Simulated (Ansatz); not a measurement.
## Energy of I along an even scaling of the cell

System: I (I4/mmm, 1 atom in the cell).
Method: Kohn-Sham DFT of a periodic cell, PBE, all-electron LAPW, scalar-relativistic, no spin polarisation (Ansatz 0.2.0).

The 7 runs differ only in the geometry, by an even scaling of the cell at fixed fractional positions. The structure derives from a Materials Project entry.

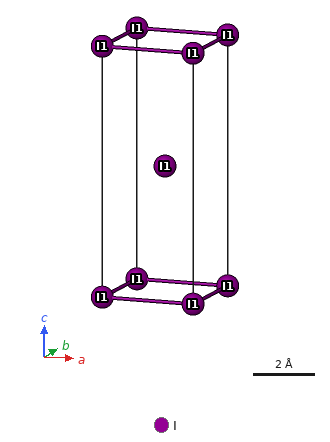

Figure 1. The structure of run 4 (ball-and-stick view of the cell 2 times as large as that of the calculation, set on its symmetry axes, seen slightly off an axis; atoms are numbered from 1 in the order of the input).

**Input of run 4**
```yaml
crystal:
  lattice:
    - [-1.617456, 1.617456, 4.264808]
    - [1.617456, -1.617456, 4.264808]
    - [1.617456, 1.617456, -4.264808]
  atoms:
    - { symbol: I, position: [0.0, 0.0, 0.0] }
kpoints:
  mp_grid: { grid: [11, 11, 11] }
scf:
  occupations: { method: fermi_dirac, width: 0.05 }
hamiltonian:
  xc: pbe
  pseudopotentials: { kind: all_electron, lapw: { basis_error: 0.0005 } }
output:
  forces: true
  stress: true
  eigenvalues: true
```

Command:
```bash
ansatz run input.yaml --threads 1 --pin off --max-ram 2560MiB --backend cpu --events-out ev --progress --plain --runs-dir out
```

Lattice vectors (Å) and fractional positions of run 4:
```
  -1.617456    1.617456    4.264808
   1.617456   -1.617456    4.264808
   1.617456    1.617456   -4.264808
I   0.000000  0.000000  0.000000
```

Run 2 differs from it as follows:
```diff
-    - [-1.617456, 1.617456, 4.264808]
-    - [1.617456, -1.617456, 4.264808]
-    - [1.617456, 1.617456, -4.264808]
+    - [-1.5955958068, 1.5955958068, 4.2071683937]
+    - [1.5955958068, -1.5955958068, 4.2071683937]
+    - [1.5955958068, 1.5955958068, -4.2071683937]
```

**Results, with one run withheld**

```csv
run,volume per atom (Å³),"free energy per atom, from the lowest run given (meV)",pressure (GPa)
1,41.952,15.73,1.84
2,42.845,?,?
3,43.737,2.19,0.65
4,44.630,0.00,0.15
5,45.522,0.40,−0.28
6,46.415,3.08,−0.67
7,47.308,7.76,−1.01
```

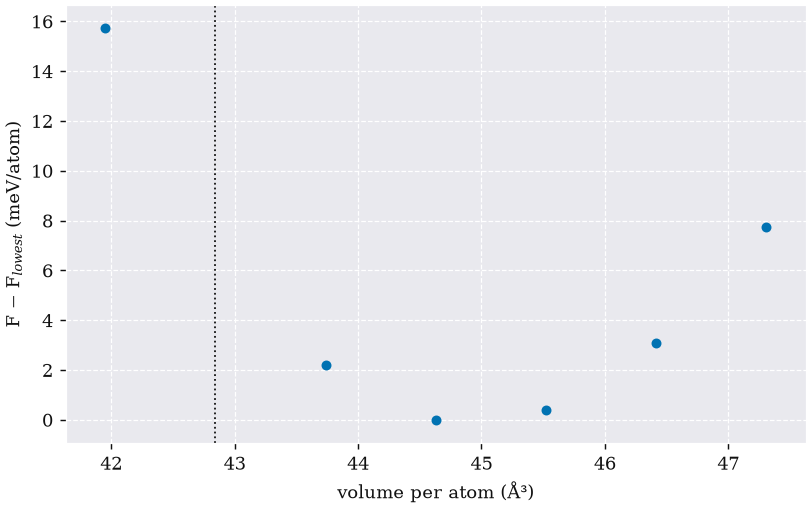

Figure 2. Free energy per atom of the runs given; the dotted line marks run 2.

What should run 2 give?

A cubic polynomial in V^(−2/3) (the Birch–Murnaghan form), fitted to the 6 runs given, misses them by under 0.01 meV per atom. With x = V^(−2/3) − 0.07920 Å⁻², it reads F = −0.12931 + 160.66 x + 1.1278e+06 x² + 9.4807e+06 x³ (meV per atom). At run 2 it gives 7.30 meV per atom, and the run itself gives 7.30. The slope of the fit gives a pressure −dF/dV of 1.20 GPa there, and the run prints 1.20 GPa. The fit has its minimum at 44.926 Å³ per atom, where V d²F/dV² gives 22.3 GPa. Cell shape and fractional positions are held, so this is the stiffness under even scaling; the relaxed bulk modulus wasn't computed and can be far lower in a crystal of layers, chains or molecules like this one.

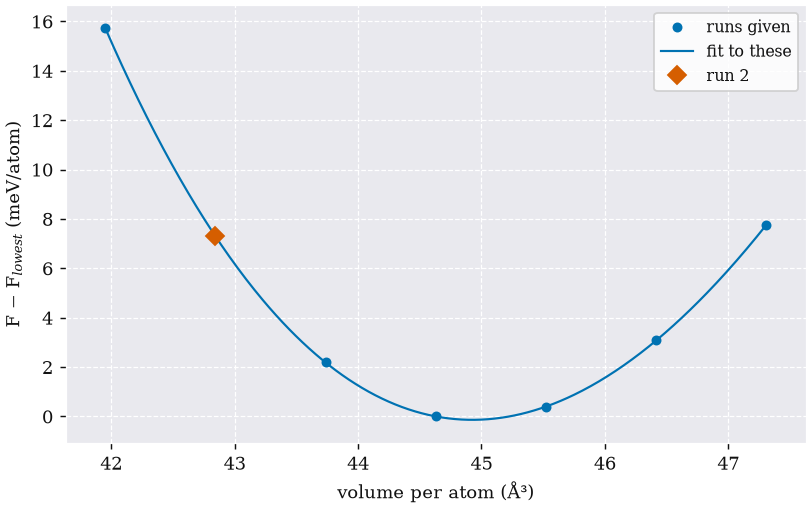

Figure 3. The fit and the withheld run.

**Output, shortened to warnings, some set-up lines, iterations and results (run 2)**
```
Basis set: ecut = 181.8021523052804 eV, 245 PW (Γ), FFT grids on a1+a3, a2+a3, a3, exchange–correlation at level 2
Symmetry: 16 space group operations
k-points: 126 of 1331
Initial density: superposition of atomic densities (chi_scale 0.1, normalization cell)
[...]
SCF iter   1: F=—  HF=-193641.807372 eV  |F-HF|=—  |Δ(HF+E_count)|=         —  Δρ=7.78e-3  dr2=3.94e-2  ethr=1.59e-4  ⟨swp⟩=3.0  Hψ=14187  notcnv=0
SCF iter   2: F=—  HF=-193641.781980 eV  |F-HF|=—  |Δ(HF+E_count)|=   2.54e-2  Δρ=2.62e-3  dr2=4.22e-3  ethr=1.58e-4  ⟨swp⟩=3.0  Hψ=6992  notcnv=0  defer=1
SCF iter   3: F=—  HF=-193641.779288 eV  |F-HF|=—  |Δ(HF+E_count)|=   2.69e-3  Δρ=2.69e-4  dr2=2.21e-5  ethr=8.84e-8  ⟨swp⟩=2.0  Hψ=10802  notcnv=0
SCF iter   4: F=—  HF=-193641.779783 eV  |F-HF|=—  |Δ(HF+E_count)|=         —  Δρ=3.22e-5  dr2=4.17e-7  ethr=8.84e-8  ⟨swp⟩=3.0  Hψ=6172  notcnv=0
SCF iter   5: F=—  HF=-193641.779764 eV  |F-HF|=—  |Δ(HF+E_count)|=   1.91e-5  Δρ=1.51e-5  dr2=1.01e-7  ethr=1.67e-9  ⟨swp⟩=3.0  Hψ=6142  notcnv=0
SCF iter   6: F=—  HF=-193641.779761 eV  |F-HF|=—  |Δ(HF+E_count)|=   3.41e-6  Δρ=5.81e-6  dr2=1.19e-8  ethr=4.04e-10  ⟨swp⟩=3.0  Hψ=6297  notcnv=0
SCF iter   7: F=-193641.779760 eV  HF=-193641.779760 eV  |F-HF|=2.12e-8  |Δ(HF+E_count)|=   7.29e-7  Δρ=9.88e-7  dr2=3.77e-10  ethr=4.77e-11  ⟨swp⟩=3.0  Hψ=6189  notcnv=0
SCF 1 converged in 7 iterations: F = -193641.779760 eV  dr2 = 3.77e-10
the search or the solves at the SCF's close seem to have found levels that the self-consistency loop had missed (the run counts 1). By its estimate they hold under 1e-12 electrons; where the run keeps them, the occupations were computed again with them
SCF converged after 7 iterations
Free energy (F): -193641.779760 eV
Harris-Foulkes:  -193641.779760 eV  (|F-HF|=2.12e-8)
Internal energy: -193641.773867 eV  (E = F + TS)
E sigma→0 (E₀):  -193641.776814 eV
Entropy (-TS):   -0.005893 eV (-5.893 meV/atom)
Fermi energy:    6.994245 eV
--- Per-component energies (eV) ---
  E_band       = -1403.171632
  E_kinetic    = 204944.638343
  E_xc         = -4939.833405
  E_electrostatic = -393646.578805  (all electrons and nuclei)
  E_smearing   = -0.005893  (= −TS)
  E_closure    = 0.000000  (closes the sum)
  E_atoms      = -193640.378522  (free atoms, spherical and without spin; not in F)
  Σ components = -193641.779760   (vs F -193641.779760, Δ=0.00e0)
  Basis errors (estimates in eV, not in F): energy 2.5e-4 per atom: plane waves 2.3e-4 (1.2e-4 summed), levels above the bands 2.4e-95, relativity 2.6e-9, radial functions 1.7e-5, core shells 1.1e-9; eigenvalues (radial functions only) 4.8e-6; not estimated: angular momenta, meshes, grids; target …
--- Forces (eV/Å), atoms counted from 1 ---
  atom   1  I      0.00000000     0.00000000     0.00000000
  max |Σ_I F_I| component: 4.93e-32 eV/Å
--- Stress (GPa, compression-positive) ---
        1.704623      -0.000000       0.000000
       -0.000000       1.704623       0.000000
        0.000000       0.000000       0.204229
  P = ⅓ Tr σ = 1.2045 GPa (12.045 kbar)
```

Notes: The cell holds an odd number of electrons but the run has no spin polarisation, so it comes out as a metal.
